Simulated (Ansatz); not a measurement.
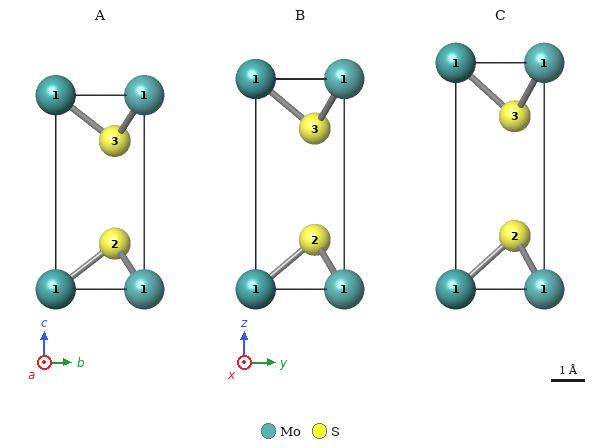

A scan of a crystal of MoS2 (P-6m2) along one coordinate. x, y and z are the Cartesian axes of the input. Style: ball-and-stick. Shown: the cell of the calculation, along the a axis.

The calculation used DFT PBE+D3(BJ), scalar-relativistic, plane waves, PAW (Ansatz). Set-up: plane-wave cutoff 420 eV; k-point mesh 12 × 12 × 4; occupations gaussian; smearing width 0.05 eV; no spin polarisation. Energies (free energies at the smearing named) are counted from the relaxed crystal.

> Which coordinate changes from frame to frame?

The cell is strained along z alone, with the atoms kept at their fractional coordinates. In the frames the strain is −0.10 (A), −0.025 (B), 0.05 (C). Their energies are 193.8 meV/atom, 10.8 meV/atom, 38.1 meV/atom.
